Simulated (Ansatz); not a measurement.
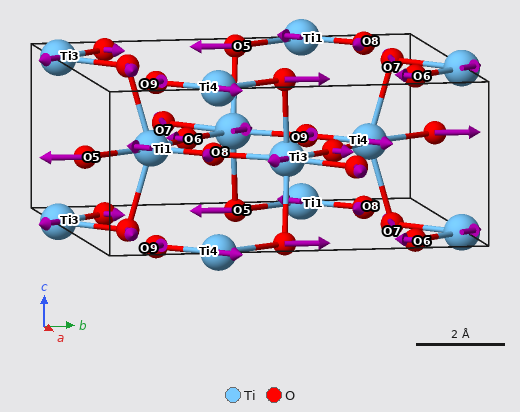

Solid TiO$_{2}$ (set up in I4/m). The purple arrows show how the atoms are displaced (without the part that the change of the cell carries along), magnified 30 times. The picture is a ball-and-stick view of the conventional cell (2 times the calculation's cell), seen slightly off an axis. Lengths and directions refer to the drawn axes.

All numbers below come from DFT PBE, scalar-relativistic, plane waves, PAW (Ansatz). Set-up: plane-wave cutoff 420 eV; k-point mesh 8 × 8 × 8; occupations gaussian; smearing width 0.02 eV; no spin polarisation.

Describe the change and its computed effect.

Answer. The crystal is put under a hydrostatic pressure of 5 GPa. Cell and atoms are relaxed at that pressure. The energy rises by 5.2 meV per atom. The pressure goes from 0.0 to 5.0 GPa. The gap on the k-mesh: 2.01 eV before, 1.82 eV after. Cell: a = b 8.809 → 8.691 Å (−1.3 %), c 3.765 → 3.758 Å (−0.2 %). Volume −2.9 %. The largest moves relative to the cell, 0.035 Å, are those of O atoms. By element the largest moves are O 0.035 Å, Ti 0.024 Å. Near-neighbour distances before and after: O–Ti 2.398 → 2.313 Å, O–Ti 1.858 → 1.828 Å, O–Ti 1.957 → 1.945 Å, O–Ti 2.179 → 2.174 Å. The space group stays I4/m (No. 87).
